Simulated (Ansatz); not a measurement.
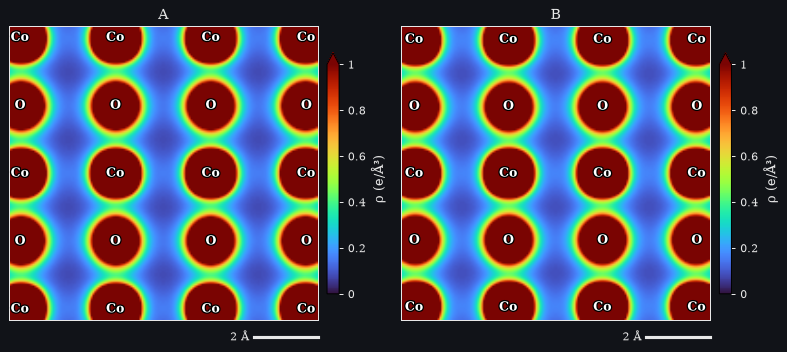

CoO. The valence pseudo-density of two cells that differ in size, on the (110) plane of each (indices in the axes of the calculation cell), at one length scale and on one colour scale; one has 9.2 and the other 9.6 Å³ an atom.

All numbers below come from Kohn-Sham DFT of a periodic cell, PBE, Ansatz PAW in Ansatz 0.2.0.

Core electrons are frozen (PAW), and the valence fields are smoothed inside the atomic spheres.

The larger cell:

```cif
data_structure
_symmetry_space_group_name_H-M 'P 1'
_symmetry_Int_Tables_number 1
_cell_length_a 2.9981
_cell_length_b 2.9981
_cell_length_c 2.9981
_cell_angle_alpha 119.605
_cell_angle_beta 119.605
_cell_angle_gamma 90.686
_cell_volume 19.17
loop_
_atom_site_label
_atom_site_type_symbol
_atom_site_fract_x
_atom_site_fract_y
_atom_site_fract_z
_atom_site_occupancy
Co1 Co 0.00000 0.00000 0.00000 1
O1 O 0.50000 0.50000 0.00000 1
```

The smaller cell: a = 2.958 Å, b = 2.958 Å, c = 2.958 Å, α = 119.60°, β = 119.60°, γ = 90.69°.

Which is the denser cell? Describe the effect of the change.

Answer. Panel B is the smaller cell, by 4 % in volume. From the larger cell to the smaller, Co–O goes from 2.13 to 2.10 Å, and the density at its midpoint from 0.41 to 0.44 e/Å³; the pressure goes from 0.0 to 7 GPa; the largest moment (Co) goes from 2.5 to 2.4 μB.
